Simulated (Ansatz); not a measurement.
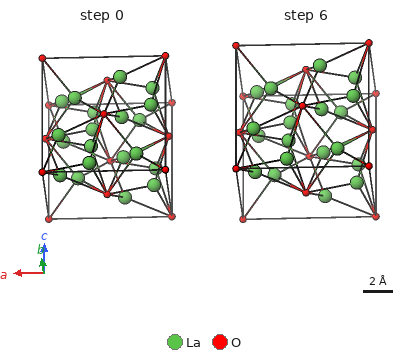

The structure of a crystal of La₅O (a generated structure, set up in F-43m) (coarse preliminary run) before (left) and after (right) a relaxation, at one scale.

Style: ball-and-stick. Shown: the conventional cell (4 times the calculation's cell), from a free direction. Lengths and directions refer to the drawn axes.

Method: DFT PBE, scalar-relativistic, plane waves, PAW (Ansatz).

Input file:
```yaml
crystal:
  lattice:
    - [0.0, 4.29696881, 4.29696881]
    - [4.29696881, 0.0, 4.29696881]
    - [4.29696881, 4.29696881, 0.0]
  atoms:
    - { symbol: La, position: [0.125, 0.625, 0.625] }
    - { symbol: La, position: [0.625, 0.625, 0.625] }
    - { symbol: La, position: [0.625, 0.125, 0.625] }
    - { symbol: La, position: [0.625, 0.625, 0.125] }
    - { symbol: La, position: [0.25, 0.25, 0.25] }
    - { symbol: O, position: [0.0, 0.0, 0.0] }
basis:
  ecutwfc: 420
kpoints:
  mp_grid: { grid: [4, 4, 4] }
hamiltonian:
  xc: pbe
scf:
  occupations: { method: gaussian, width: 0.1 }
  lower_state_search: "off"
output:
  forces: true
  stress: true
  eigenvalues: true
relax:
  adjacent_minimum: "off"
  f_tol: 0.04
  max_steps: 70
  cell: { stress_tol: 0.4 }
```

Run as
```bash
ansatz run input.yaml --threads 1 --pin off --max-ram 2560MiB --backend cpu --events-out ev --progress --plain --runs-dir out
```

Q: What changed between the two?

A: The largest moves relative to the cell, 0.014 Å, are those of La1, La2, La3 and La4. La2 goes along [−1 1 −1]. O stays in place. Cell: a = b = c 8.594 → 9.280 Å (+8.0 %). Volume +25.9 %. Some distances before and after: La5–O6 3.721 → 4.018 Å, La1–O6 3.563 → 3.850 Å, La1–La5 3.563 → 3.845 Å, La1–La2 3.038 → 3.304 Å. The space group stays F-43m (No. 216). Over 4 accepted moves (6 points after the start) the energy falls by 0.833 eV per cell of the calculation. Largest force component: 0.12 eV/Å at the start, 0.0022 eV/Å at the end. The pressure goes from 7.72 to 0.06 GPa. At 2 points the geometry stayed and the basis and grid were re-selected for the new cell (energy shift of 54.5 meV per cell of the calculation at most each time).
